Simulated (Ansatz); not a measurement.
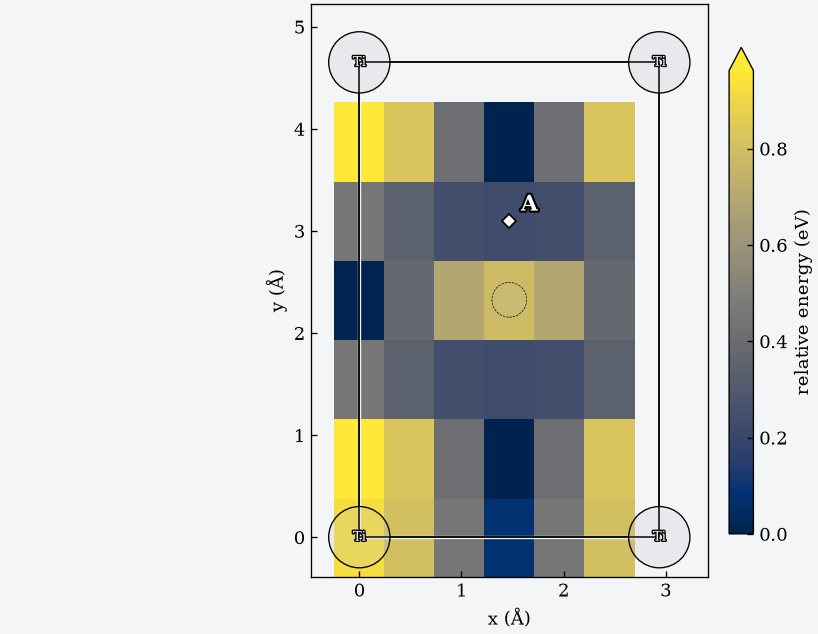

H on a Ti(100) slab cut from the P6_3/mmc phase, its upper half relaxed before the scan (12 atoms of substrate and one adsorbate in a 2 × 1 cell). 
- H is moved over the surface cell; relaxed at each place: the height of the adsorbate's atoms; substrate rigid; the origin of the map has the adsorbate above Ti11.
- Places are given modulo a cell vector. The map is drawn in real space over the plane of the surface.
- The scan uses a 6 × 6 grid; 16 points were computed and 20 follow by symmetry.
- Places are given in fractions of the 1 × 1 surface cell.
- Energies are in eV, from the lowest grid point.
- The relaxed height changes by up to 1.0 Å between neighbouring points.
- Method: DFT PBE, scalar-relativistic, plane waves, PAW in Ansatz 0.2.0. Settings: cutoff 420 eV, k-mesh 5×6×1, gaussian smearing 0.1 eV, no spin polarisation.

The picture shows one coloured cell a grid point, labelled circles for the atoms of the top layer and small ones for the second layer, the outline of one cell of the plane, one colour for all values above the top of the scale, the point A.

Question: Is A at rest? If not, where is it pushed?

Answer: A, at (3/6, 4/6) of the cell vectors, is not a stationary point. The computed force is 1.1 eV/Å in the plane, pointing up in the picture (components 0.0 and 1.1 eV/Å).

PAW datasets: the set soft_1.
